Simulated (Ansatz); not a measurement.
## Run report: Ta$_{8}$N$_{9}$, single-point calculation (part 2 of 2)

The same run, continued: Ta$_{8}$N$_{9}$ (slab, 34 atoms in the cell); DFT PBE+D3(BJ), scalar-relativistic, plane waves, PAW, no spin polarisation (Ansatz 0.2.0); cutoff 420 eV, 4×3×1 k-mesh, Gaussian smearing of 0.1 eV. The structure derives from an entry of the Crystallography Open Database. It belongs to a series of runs on one base structure; here: the whole at its places in the relaxed adsorbed structure.

### Output, continued
```
  k-point 0: bands = ["-64.7080", "-64.7053", "-64.6692", "-64.6689", "-64.6648", "-64.6219", "-64.5899", "-64.4559", "-64.4000", "-64.3608", "-64.3043", "-64.2636", "-64.2439", "-64.2111", "-64.2066", "-64.1764", "-31.7895", "-31.6111", "-31.6094", "-31.5954", "-31.5261", "-31.5099", "-31.5075", "-31.4661", "-31.4595", "-31.4450", "-31.3924", "-31.3658", "-31.3599", "-31.3558", "-31.3484", "-31.3429", "-31.3337", "-31.2659", "-31.2346", "-31.2176", "-31.1028", "-31.0941", "-31.0704", "-31.0490",
      "-31.0470", "-31.0127", "-30.9950", "-30.9445", "-30.9187", "-30.8969", "-30.8563", "-30.8141", "-30.8052", "-30.8026", "-30.7555", "-30.7092", "-30.6890", "-30.6827", "-30.6779", "-30.6747", "-30.6660", "-30.6473", "-30.6459", "-30.6165", "-30.5649", "-30.5323", "-30.4184", "-30.3725", "-20.0547", "-13.2622", "-12.1689", "-11.7826", "-11.7559", "-11.6824", "-11.6545", "-11.5537", "-11.5076", "-11.3753", "-10.9256", "-10.8910", "-10.8071", "-10.7918", "-10.3901", "-10.3263",
      "-10.2803", "-7.1349", "-4.5022", "-3.8690", "-3.8238", "-3.7889", "-3.7720", "-3.7567", "-3.3451", "-3.1834", "-3.1473", "-3.0994", "-2.9995", "-2.9352", "-2.7656", "-2.7175", "-2.5937", "-2.4780", "-2.3850", "-2.1835", "-2.1576", "-1.7772", "-1.6060", "-1.5899", "-1.4880", "-1.2329", "-1.1918", "-1.1621", "-1.0824", "-1.0112", "-0.9883", "-0.9516", "-0.7567", "-0.7233", "-0.6395", "-0.5696", "-0.4227", "-0.3843", "-0.1981", "-0.1623",
      "-0.1153", "0.0195", "0.0463", "0.0915", "0.1140", "0.3287", "0.3326", "0.4355", "0.6553", "0.8124", "0.9443", "0.9944", "1.1328", "1.2986", "1.5253", "1.6478", "1.7156", "1.8415", "2.1564", "2.5254", "2.5611", "2.9108", "3.1850", "3.2640", "3.2836", "3.5414", "3.7899", "4.0520", "4.0900", "4.2417", "4.2486", "4.4172", "4.5252", "4.6204", "4.8980", "5.0209", "5.1775", "5.4338", "5.5653", "5.6404",
      "5.7001", "5.7726", "6.0369", "6.1355", "6.1955", "6.2388", "6.4884", "6.5425", "6.8064", "6.8574", "6.9011", "6.9087", "6.9530", "7.1249", "7.1600", "7.2254", "7.2271", "7.3610", "7.4202", "7.4697", "7.4728", "7.6021", "7.8729"]
  k-point 1: bands = ["-64.7073", "-64.7060", "-64.6692", "-64.6689", "-64.6647", "-64.6219", "-64.5900", "-64.4559", "-64.4000", "-64.3608", "-64.3045", "-64.2636", "-64.2433", "-64.2115", "-64.2066", "-64.1764", "-31.7879", "-31.6022", "-31.6006", "-31.5490", "-31.5351", "-31.5171", "-31.5036", "-31.4736", "-31.4618", "-31.4506", "-31.4163", "-31.3827", "-31.3752", "-31.3561", "-31.3384", "-31.3350", "-31.3262", "-31.2764", "-31.2740", "-31.2253", "-31.0929", "-31.0689", "-31.0677", "-31.0524",
      "-31.0426", "-31.0129", "-30.9946", "-30.9419", "-30.9204", "-30.8999", "-30.8587", "-30.8058", "-30.8050", "-30.7662", "-30.7465", "-30.7059", "-30.7031", "-30.6983", "-30.6892", "-30.6868", "-30.6614", "-30.6466", "-30.6457", "-30.6040", "-30.5657", "-30.5404", "-30.4126", "-30.3766", "-20.0547", "-13.0072", "-12.3770", "-11.9916", "-11.6737", "-11.6629", "-11.6409", "-11.5544", "-11.5080", "-11.2666", "-11.0534", "-10.8047", "-10.7894", "-10.7682", "-10.4857", "-10.3430",
      "-10.2750", "-7.1338", "-4.1741", "-3.8857", "-3.8287", "-3.7747", "-3.7731", "-3.6729", "-3.6528", "-3.5453", "-3.5147", "-3.1416", "-3.0821", "-2.9531", "-2.8973", "-2.8795", "-2.6286", "-2.6026", "-2.3319", "-2.3036", "-2.2953", "-1.9709", "-1.4364", "-1.3931", "-1.3606", "-1.0862", "-0.9944", "-0.9810", "-0.9708", "-0.9637", "-0.8459", "-0.8398", "-0.4960", "-0.4525", "-0.4432", "-0.3618", "-0.2939", "-0.2491", "-0.2193", "-0.0860",
      "-0.0699", "-0.0237", "0.0405", "0.0857", "0.1999", "0.2586", "0.3597", "0.3779", "0.5772", "0.6889", "0.7392", "0.8442", "1.2590", "1.2759", "1.3260", "2.1509", "2.2030", "2.2330", "2.5034", "2.6429", "2.6507", "2.9101", "2.9992", "3.1376", "3.1398", "3.6074", "3.7480", "3.9126", "3.9245", "3.9639", "4.1657", "4.3279", "4.6471", "4.6932", "4.7840", "4.8970", "5.1976", "5.2812", "5.3244", "5.3874",
      "5.5355", "5.6976", "5.7474", "5.8682", "6.0869", "6.1436", "6.2611", "6.6788", "6.7318", "6.7739", "6.9528", "6.9731", "6.9930", "7.0709", "7.1600", "7.2076", "7.2218", "7.4107", "7.5543", "7.5572", "7.5822", "7.6796", "7.7280"]
  k-point 2: bands = ["-64.7024", "-64.7001", "-64.6747", "-64.6742", "-64.6585", "-64.6282", "-64.5883", "-64.4575", "-64.3943", "-64.3665", "-64.2985", "-64.2696", "-64.2384", "-64.2119", "-64.2062", "-64.1814", "-31.6912", "-31.5853", "-31.5583", "-31.5287", "-31.5102", "-31.4895", "-31.4755", "-31.4476", "-31.4357", "-31.4214", "-31.3700", "-31.3481", "-31.3423", "-31.3371", "-31.3178", "-31.2946", "-31.2745", "-31.2598", "-31.2397", "-31.2089", "-31.1241", "-31.1114", "-31.0733", "-31.0603",
      "-31.0303", "-31.0214", "-30.9884", "-30.9670", "-30.9467", "-30.9401", "-30.8881", "-30.8807", "-30.7983", "-30.7892", "-30.7834", "-30.7760", "-30.7366", "-30.7339", "-30.6867", "-30.6773", "-30.6670", "-30.6594", "-30.6511", "-30.6244", "-30.6153", "-30.5414", "-30.5093", "-30.4620", "-20.0547", "-13.0201", "-12.0363", "-11.8682", "-11.8351", "-11.7144", "-11.6330", "-11.6025", "-11.5328", "-11.3079", "-10.9077", "-10.8900", "-10.8169", "-10.7984", "-10.4350", "-10.3566",
      "-10.2999", "-7.1313", "-4.1787", "-3.8711", "-3.7957", "-3.5715", "-3.5568", "-3.5410", "-3.2060", "-3.1782", "-3.1483", "-3.0623", "-3.0254", "-2.7889", "-2.7566", "-2.5969", "-2.4244", "-2.3408", "-2.3288", "-2.1810", "-2.1556", "-1.9072", "-1.7928", "-1.5236", "-1.4981", "-1.3832", "-1.2893", "-1.1860", "-1.1235", "-1.1079", "-0.9237", "-0.8143", "-0.7829", "-0.7505", "-0.7174", "-0.5835", "-0.5378", "-0.3833", "-0.1900", "-0.1287",
      "-0.0875", "-0.0469", "0.0699", "0.0933", "0.2042", "0.2668", "0.2966", "0.4234", "0.4932", "0.5433", "0.6046", "0.8308", "0.9179", "1.5429", "1.8623", "1.9894", "2.0915", "2.2813", "2.3447", "2.6043", "2.6697", "2.7610", "3.0602", "3.1203", "3.2417", "3.4074", "3.8448", "3.8989", "4.0031", "4.0246", "4.1031", "4.1268", "4.3346", "4.5724", "4.8462", "5.0768", "5.2436", "5.2711", "5.3347", "5.4613",
      "5.5437", "5.6909", "5.7595", "5.8362", "5.9784", "6.1018", "6.1971", "6.4693", "6.7218", "6.7866", "6.8431", "6.8680", "6.9268", "6.9709", "7.1402", "7.1687", "7.2779", "7.4324", "7.5016", "7.5406", "7.5721", "7.6686", "7.7011"]
  k-point 6: bands = ["-64.6909", "-64.6882", "-64.6876", "-64.6848", "-64.6445", "-64.6422", "-64.5867", "-64.4592", "-64.3813", "-64.3795", "-64.2854", "-64.2828", "-64.2254", "-64.2247", "-64.1966", "-64.1911", "-31.5336", "-31.5199", "-31.5096", "-31.5003", "-31.4773", "-31.4750", "-31.4474", "-31.4358", "-31.4117", "-31.3830", "-31.3753", "-31.3722", "-31.3439", "-31.3193", "-31.2707", "-31.2609", "-31.2367", "-31.2156", "-31.1594", "-31.1539", "-31.1218", "-31.1181", "-31.0932", "-31.0703",
      "-31.0221", "-31.0186", "-31.0142", "-30.9990", "-30.9930", "-30.9728", "-30.9444", "-30.9379", "-30.8597", "-30.8557", "-30.8091", "-30.8019", "-30.7430", "-30.7230", "-30.7212", "-30.7090", "-30.6885", "-30.6847", "-30.6754", "-30.6461", "-30.6243", "-30.6065", "-30.5566", "-30.5484", "-20.0546", "-12.5175", "-12.2625", "-12.0464", "-11.8325", "-11.6859", "-11.6589", "-11.5850", "-11.5239", "-11.1782", "-11.0396", "-10.9305", "-10.7694", "-10.6779", "-10.5471", "-10.4166",
      "-10.2823", "-7.1279", "-3.8738", "-3.8149", "-3.6212", "-3.4477", "-3.3233", "-3.2177", "-3.1908", "-3.1620", "-3.0972", "-2.9742", "-2.7852", "-2.7479", "-2.7003", "-2.5864", "-2.5462", "-2.2795", "-2.1800", "-2.1523", "-2.0896", "-1.9288", "-1.8566", "-1.7431", "-1.6053", "-1.4640", "-1.3147", "-1.2575", "-1.2145", "-1.1855", "-1.0101", "-0.9781", "-0.8892", "-0.6794", "-0.5755", "-0.5546", "-0.4843", "-0.3219", "-0.2651", "-0.2049",
      "-0.0429", "-0.0070", "0.0626", "0.0815", "0.1646", "0.1941", "0.2862", "0.3217", "0.4623", "0.5168", "0.5662", "0.6934", "0.8888", "1.8369", "2.0037", "2.1954", "2.4401", "2.4884", "2.6461", "2.6958", "2.8058", "2.9454", "2.9701", "3.0021", "3.1359", "3.2444", "3.4566", "3.6919", "3.7173", "3.7558", "3.7959", "3.8180", "4.2535", "4.8705", "4.9706", "5.0071", "5.0663", "5.1045", "5.2650", "5.3707",
      "5.4092", "5.5201", "5.5544", "5.6969", "5.7951", "5.9031", "6.0992", "6.2806", "6.3390", "6.4321", "6.5097", "6.5425", "6.7044", "6.8414", "6.9083", "7.0808", "7.1306", "7.2523", "7.3674", "7.4369", "7.4742", "7.5818", "7.6597"]
```

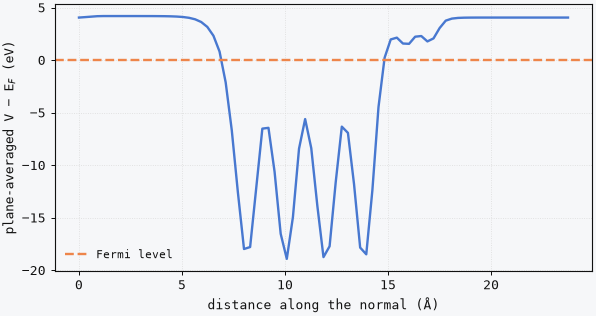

Figure 1. Plane average of the electrostatic potential energy of an electron across the cell, from the Fermi level. The vacuum level lies 4.05 eV above the Fermi level on the upper side and 4.20 eV on the lower.

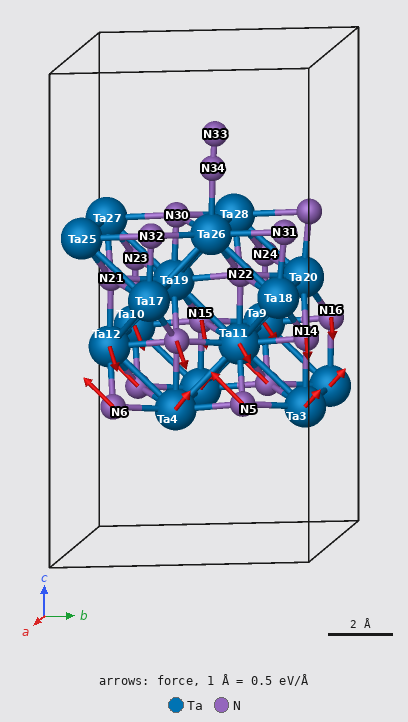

Figure 2. Forces on the atoms as red arrows (ball-and-stick view of the cell of the calculation, with the vacuum cut short, seen slightly off an axis; atoms are numbered from 1 in the order of the input); the smallest are left out. The largest act on N5 (0.72 eV/Å); N7 (0.70 eV/Å); N8 (0.67 eV/Å); N6 (0.66 eV/Å), among others. The geometry is not a stationary point of this energy.

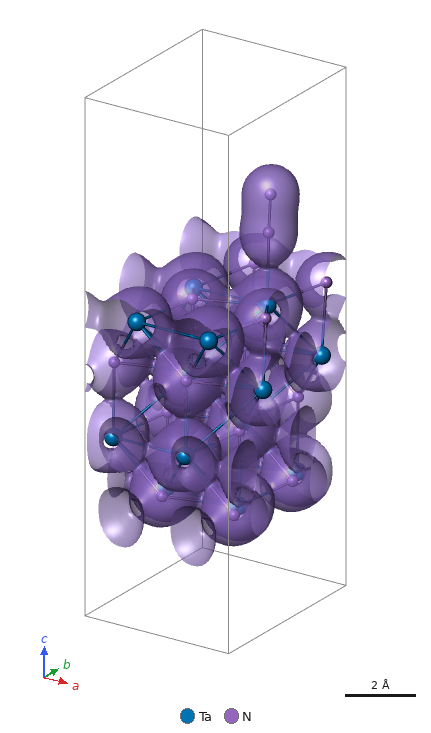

Figure 3. Isosurface of the valence pseudo-density at 0.5 e/Å³ (purple), seen slightly off an axis. Sticks mark near contacts. At this value the density is joined into sheets; it holds about 80 % of the electrons treated as valence (semicore included). It is pinched off along the Ta–Ta (2.86 Å) contacts. On the grid the lowest density along these lines, outside the cores, is 4.3 e/Å³ (N–N, 1.12 Å), 0.8 e/Å³ (Ta–N, 2.07 Å), 0.34 e/Å³ (Ta–Ta, 2.86 Å) and 0.69 e/Å³ (Ta–N, 2.12 Å). Core electrons are frozen (PAW), so the fields are smoothed inside the atomic spheres.

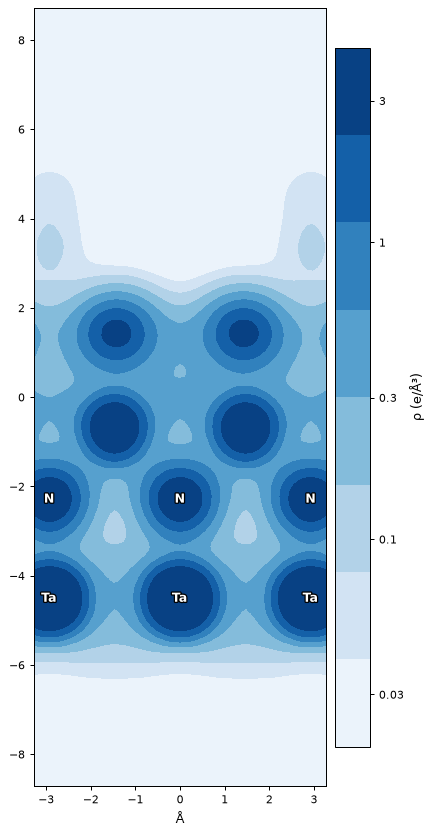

Figure 4. Valence charge density (pseudo) on the (010) plane of the calculation cell, a cut from vacuum to vacuum. The section cuts through Ta and N sites. Ta–N (2.22 Å): ρ at the midpoint is about 0.55 e/Å³. The density dies away to nearly zero in the vacuum.

### Summary

| quantity | value |
| --- | --- |
| outcome | converged |
| electrons treated | 298 |
| free energy | −165858.7323 eV |
| work function, top face | 4.05 eV |
| work function, bottom face | 4.20 eV |
| Fermi energy | 3.906 eV |
| gap on the k-point mesh | none (metallic) |
| work function (upper face) | 4.05 eV |
| largest force (length of the vector) | 0.721 eV/Å |
| hardware | 4 threads of Arm Neoverse V2, 24 GiB of memory available, shared host |
| wall time | 53 s (CPU time 3.5 min) |
| peak memory | 3.6 GiB |

### Notes

Spin–orbit coupling is left out, which matters for Ta.
